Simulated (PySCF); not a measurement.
# A series of single points on Sb

System: Sb (1 atom in the cell).
Method: Kohn-Sham DFT of a periodic cell in Gaussian orbitals, PBEsol, DZVP-MOLOPT-SR/GTH-PBE, no spin polarisation (PySCF 2.14.0).

The 7 runs differ only in the geometry, by an even scaling of the cell at fixed fractional positions. The structure derives from a Materials Project entry.

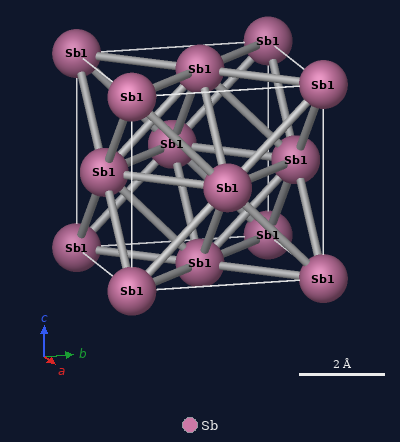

Figure 1. The structure of run 4 (ball-and-stick view of the cell 4 times as large as that of the calculation, set on its symmetry axes, seen slightly off an axis; atoms are numbered from 1 in the order of the input).

## Input of run 4
```python
import json
import numpy as np
from pyscf.pbc import gto, scf, dft, df

cell = gto.Cell()
cell.a = '''
  0.0000000000    2.3712425216    2.3712425216
  2.3712425216    0.0000000000    2.3712425216
  2.3712425216    2.3712425216    0.0000000000'''
cell.atom = '''
Sb   0.0000000000    0.0000000000    0.0000000000'''
cell.unit = 'A'
cell.basis = 'DZVP-MOLOPT-SR-GTH-q5'
cell.pseudo = 'GTH-PBE-q5'
cell.ke_cutoff = 50  # hartree
cell.exp_to_discard = 0.02
cell.precision = 1e-08
cell.space_group_symmetry = True
cell.symmorphic = False
cell.max_memory = 2940  # MB
cell.verbose = 4
cell.build()

res = {}
kpts = cell.make_kpts([10, 10, 10], space_group_symmetry=True, time_reversal_symmetry=True)
cell.space_group_symmetry = False  # the mesh holds the operations; no search on the supercells of the integral code
mf = dft.KRKS(cell, kpts, xc='pbesol')
mf = mf.multigrid_numint()
mf = mf.smearing(sigma=0.00183747, method='fermi')  # hartree
mf.conv_tol = 1e-07
mf.max_cycle = 60

mf.kernel()
res.update(converged=bool(mf.converged), e_tot=mf.e_tot, nelec=cell.nelectron, nao=cell.nao, mesh=list(map(int, cell.mesh)), a=cell.lattice_vectors().tolist(), coords=cell.atom_coords().tolist(),
           mo_energy=[np.real(x).tolist() for x in mf.mo_energy], mo_occ=[np.real(x).tolist() for x in mf.mo_occ])
res.update(e_free=mf.e_free, e_zero=mf.e_zero)
res.update(kpts=kpts.kpts_scaled_ibz.tolist(), weights=kpts.weights_ibz.tolist())
res['parts'] = {k: float(np.real(v)) for k, v in mf.scf_summary.items() if np.isscalar(v)}
json.dump(res, open('results.json', 'w'))
if not mf.converged:
    raise SystemExit('SCF not converged')

print('levels (eV)')
for i, kp in enumerate(res['kpts'][:40]):
    print('k %7.4f %7.4f %7.4f  ' % tuple(kp), ' '.join('%.3f' % (x * 27.211386) for x in res['mo_energy'][i][:8]))

mf = mf.to_khf()  # unfold to the whole mesh
kpts = mf.kpts
# Mulliken populations
dm, s = np.asarray(mf.make_rdm1()), np.asarray(mf.get_ovlp())
sites = cell.aoslice_by_atom()[:, 2:]
tot = np.einsum('kij,kji->i', dm, s).real / len(kpts)
res['mulliken'] = [cell.atom_charge(i) - tot[a0:a1].sum() for i, (a0, a1) in enumerate(sites)]
print('Mulliken charges', np.round(res['mulliken'], 5))

# density of states, Gaussians of 0.15 eV
e = np.asarray(mf.mo_energy).real.reshape(1, -1) * 27.211386
ef = mf.get_fermi()
ef = np.max(ef) * 27.211386
x = np.arange(-15, 10.01, 0.1) + round(ef, 1)
dos = np.exp(-((x[:, None, None] - e) / 0.15) ** 2 / 2).sum(-1).T / (0.15 * np.sqrt(2 * np.pi) * len(kpts)) * 2
res.update(dos_e=x.tolist(), dos=dos.tolist())
for a, b in zip(x[::5], dos.T[::5]):
    print('%8.2f' % a, ' '.join('%9.4f' % y for y in b))

# density on a uniform mesh
grids = dft.gen_grid.UniformGrids(cell)
grids.mesh = [19, 19, 19]
grids.build()
ni = dft.numint.KNumInt()
rho = [ni.get_rho(cell, x, grids, kpts) for x in [dm]]
np.save('rho.npy', np.reshape(rho, (-1, *grids.mesh)))
res['done'] = True
json.dump(res, open('results.json', 'w'))
```

Command:
```bash
OMP_NUM_THREADS=2 python -u run.py > log
```

Run 5 has the same physical settings and fractional positions; its lattice vectors (Å) are:
```
   0.000000    2.386947    2.386947
   2.386947    0.000000    2.386947
   2.386947    2.386947    0.000000
```

## Results, with one run withheld

```csv
run,volume per atom (Å³),"free energy per atom, from the lowest run given (meV)"
1,25.066,51.62
2,25.599,30.91
3,26.133,15.97
4,26.666,6.14
5,27.199,?
6,27.733,0.00
7,28.266,3.03
```

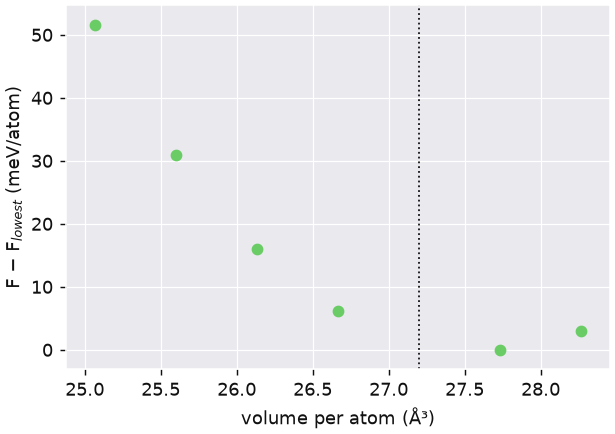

Figure 2. Free energy per atom of the runs given; the dotted line marks run 5.

Fit the runs given and predict run 5.

A cubic polynomial in V^(−2/3) (the Birch–Murnaghan form), fitted to the 6 runs given, misses them by at most 0.05 meV per atom. With x = V^(−2/3) − 0.11240 Å⁻², it reads F = 8.0469 + 5695 x + 9.9158e+05 x² − 6.971e+05 x³ (meV per atom). At run 5 it gives 0.95 meV per atom, and the run itself gives 0.93. The fit has its minimum at 27.584 Å³ per atom, where V d²F/dV² gives 61.8 GPa: the bulk modulus at this level, since symmetry fixes the shape and the positions.

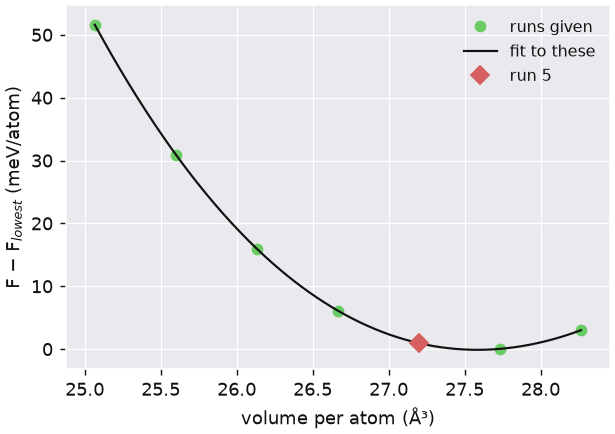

Figure 3. The fit and the withheld run.

## Output, shortened to warnings, some set-up lines, iterations and results (run 5)
```
k-points in IBZ                         weights
[...]
cycle= 1 E= -5.51061171655205  delta_E= -0.0811  |g|= 0.122  |ddm|= 15.3
cycle= 2 E= -5.51105850896833  delta_E= -0.000447  |g|= 0.0146  |ddm|= 2.06
cycle= 3 E= -5.51106131861192  delta_E= -2.81e-06  |g|= 2.77e-05  |ddm|= 0.176
cycle= 4 E= -5.51106132572748  delta_E= -7.12e-09  |g|= 3.69e-07  |ddm|= 0.000371
    sigma = 0.00183747  Optimized mu = 0.293809290631  entropy = 0.130105037266
nelec by numeric integration = 5.000000000000026
    Total E(T) = -5.51106132579217  Free energy = -5.511300389895  E0 = -5.51118085784359
Extra cycle  E= -5.51106132579217  delta_E= -6.47e-11  |g|= 3.43e-08  |ddm|= 3.89e-06
converged SCF energy = -5.51106132579217
levels (eV)
k  0.0000  0.0000  0.0000   -4.743 13.334 13.334 13.334 18.662 18.662 18.662 24.456
k  0.5000  0.5000  0.0000   0.550 3.106 8.466 8.466 12.880 13.119 30.033 31.892
k  0.5000  0.5000  0.5000   -1.062 2.188 11.706 11.706 17.284 17.817 17.817 29.613
k  0.6000  0.6000  0.0000   -0.796 4.823 8.742 8.742 13.225 13.686 29.210 29.400
k  0.6000  0.6000  0.6000   -1.870 3.403 11.805 11.805 17.474 18.147 18.147 27.941
k  0.7000  0.7000 -0.0000   -2.499 7.517 9.552 9.552 14.267 15.438 26.059 26.059
k  0.7000  0.7000  0.3000   0.198 3.732 5.568 9.676 14.569 20.838 23.382 25.270
k  0.7000  0.7000  0.4000   -0.533 4.670 5.343 10.446 15.686 22.232 23.258 23.542
k  0.7000  0.7000  0.7000   -3.077 5.812 12.102 12.102 18.009 18.991 18.991 25.312
k  0.8000  0.4000  0.4000   0.635 3.672 5.615 8.987 13.596 17.679 26.104 27.787
k  0.8000  0.5000  0.3000   0.802 4.230 5.585 6.601 17.471 18.541 23.213 23.879
k  0.8000  0.5000  0.5000   -0.446 4.402 6.661 9.250 14.055 17.981 24.490 26.285
k  0.8000  0.6000  0.3000   0.525 4.229 5.429 7.296 17.791 20.074 21.527 23.717
k  0.8000  0.6000  0.4000   -0.093 4.664 5.863 7.782 17.637 18.857 21.156 25.791
k  0.8000  0.8000 -0.0000   -3.781 10.120 10.837 10.837 15.944 18.349 22.877 22.877
k  0.8000  0.8000  0.2000   -2.029 5.446 9.143 10.016 15.459 18.821 22.358 23.510
k  0.8000  0.8000  0.3000   -0.846 3.443 8.240 10.150 15.438 20.466 21.294 24.271
k  0.8000  0.8000  0.4000   -0.568 3.069 7.646 10.642 16.044 20.578 21.157 25.240
k  0.8000  0.8000  0.5000   -1.634 4.765 7.446 11.429 17.227 20.374 21.268 23.806
k  0.8000  0.8000  0.6000   -2.759 6.865 8.019 12.338 18.737 20.678 20.746 21.332
k  0.8000  0.8000  0.8000   -4.023 8.688 12.567 12.567 18.684 19.681 19.681 23.508
k  0.9000  0.5000  0.4000   0.640 3.389 7.300 7.562 14.753 14.760 27.388 28.328
k  0.9000  0.5000  0.5000   0.151 3.764 7.400 8.666 13.233 14.752 27.998 29.661
k  0.9000  0.6000  0.3000   0.436 4.511 4.664 8.483 15.900 20.579 23.430 23.789
k  0.9000  0.6000  0.4000   0.367 4.051 5.938 7.954 15.264 17.811 24.263 26.636
k  0.9000  0.6000  0.5000   -0.602 4.827 7.576 8.079 15.105 15.194 25.184 29.232
k  0.9000  0.6000  0.6000   -1.576 5.948 8.271 9.207 14.128 15.576 25.695 26.661
k  0.9000  0.7000  0.2000   -1.561 5.554 6.688 10.339 17.828 19.741 20.255 25.097
k  0.9000  0.7000  0.3000   -0.423 3.977 6.346 9.422 16.941 19.903 22.422 24.098
[...]
```
